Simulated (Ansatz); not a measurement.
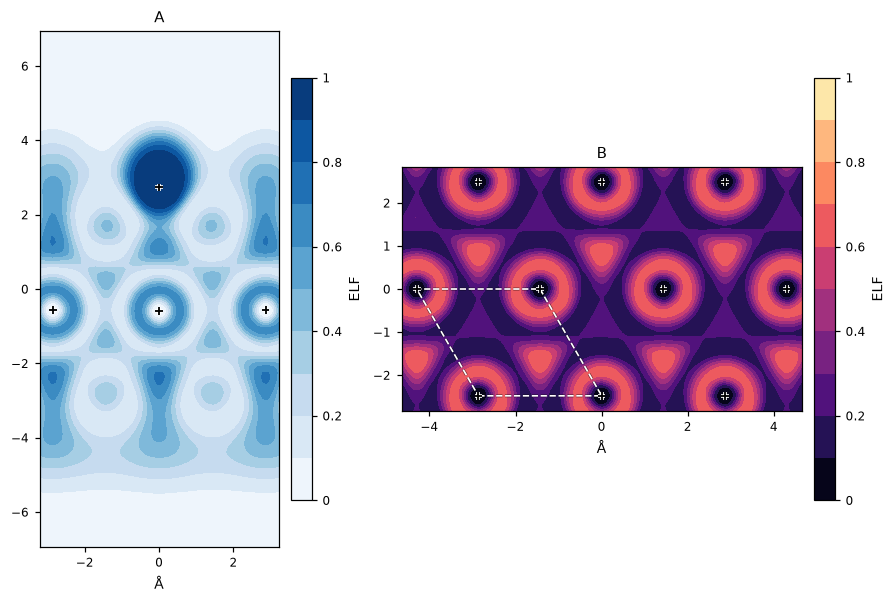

The ELF of 2 systems, each on a plane through atoms (crosses mark nuclei in the plane).

All numbers below come from Ansatz 0.2.0, DFT LDA, scalar-relativistic, plane waves, PAW.

System 1: Ti, the (001) plane of the conventional cell. Space group P6₃/mmc; computed without spin polarisation.

```xyz
2
Lattice="2.8640 0.0000 0.0000 -1.4320 2.4803 0.0000 0.0000 0.0000 4.5347" Properties=species:S:1:pos:R:3 pbc="T T T"
Ti    0.0000    1.6535    1.1337
Ti    1.4320    0.8267    3.4011
```

System 2: Ti$_{12}$H (slab), the (11̄0) plane of the calculation cell, a cut from vacuum to vacuum. Computed without spin polarisation.

```
Ti H
1.0
     5.72795    0.00000    0.00000
    -2.86397    4.96055    0.00000
     0.00000    0.00000   23.53473
Ti H
12 1
Cartesian
  0.0000 1.6535 8.5000
  -1.4320 4.1338 8.5000
  2.8640 1.6535 8.5000
  1.4320 4.1338 8.5000
  1.4320 0.8268 10.6433
  -0.0070 3.3029 10.6634
  4.2960 0.8349 10.6634
  2.8711 3.3029 10.6634
  0.0400 1.6304 12.8721
  -1.4320 4.1799 12.8721
  2.8240 1.6304 12.8721
  1.4320 4.1338 12.8293
  1.4320 0.8268 13.9641
```

Question: Which map belongs to which system?

Answer: Panel A is system 2, Ti$_{12}$H: the plane holds Ti and H. Panel B is system 1, Ti: the plane holds Ti. Ti–Ti (2.86 Å): the ELF is about 0.25 at the midpoint; no shared electron pair shows on this line.
